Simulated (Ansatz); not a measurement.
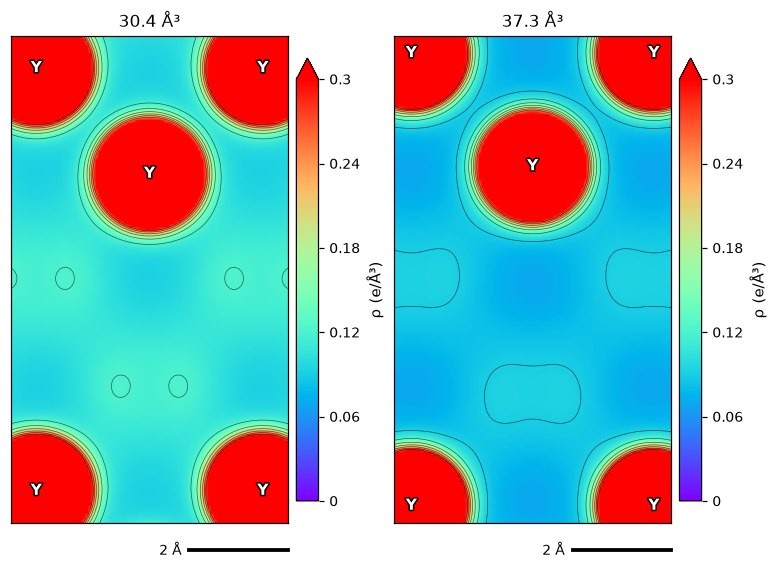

Y. The valence pseudo-density of cells scaled evenly to different volumes (given per atom above each panel), on the (110) plane of each (indices in the axes of the cell below), at one length scale and on one colour scale.

A generated structure, not necessarily the stable one.

Method: DFT, RPBE, plane waves (420 eV) with PAW, scalar-relativistic in Ansatz 0.2.0.

Core electrons are frozen (PAW), and the valence fields are smoothed inside the atomic spheres.

The largest cell:

```cif
data_structure
_symmetry_space_group_name_H-M 'P 1'
_symmetry_Int_Tables_number 1
_cell_length_a 4.9207
_cell_length_b 4.9207
_cell_length_c 4.9217
_cell_angle_alpha 97.431
_cell_angle_beta 97.431
_cell_angle_gamma 137.840
_cell_volume 74.64
loop_
_atom_site_label
_atom_site_type_symbol
_atom_site_fract_x
_atom_site_fract_y
_atom_site_fract_z
_atom_site_occupancy
Y1 Y 0.99997 0.00003 0.00000 1
Y2 Y 0.75003 0.24997 0.50000 1
```

| volume (Å³/atom) | Y–Y contact in the plane (Å) | ρ at its midpoint (e/Å³) | pressure (GPa) | 
| --- | --- | --- | --- |
| 30.41 | 3.143 | 0.111 | 4.8 | 
| 34.55 | 3.280 | ? | ? | 
| 37.32 | 3.365 | 0.088 | −2.1 | 

Estimate the missing row, and compare with the calculation.

Over the known rows ln ρ falls by 1.05 per Å of Y–Y distance (the line through the two), which gives 0.096 e/Å³ at 3.280 Å; the calculation gives 0.095 e/Å³. For the pressure, a straight line in volume between the neighbouring rows gives 0.7 GPa; the calculation gives 0.0, lower because pressure rises ever faster on compression.
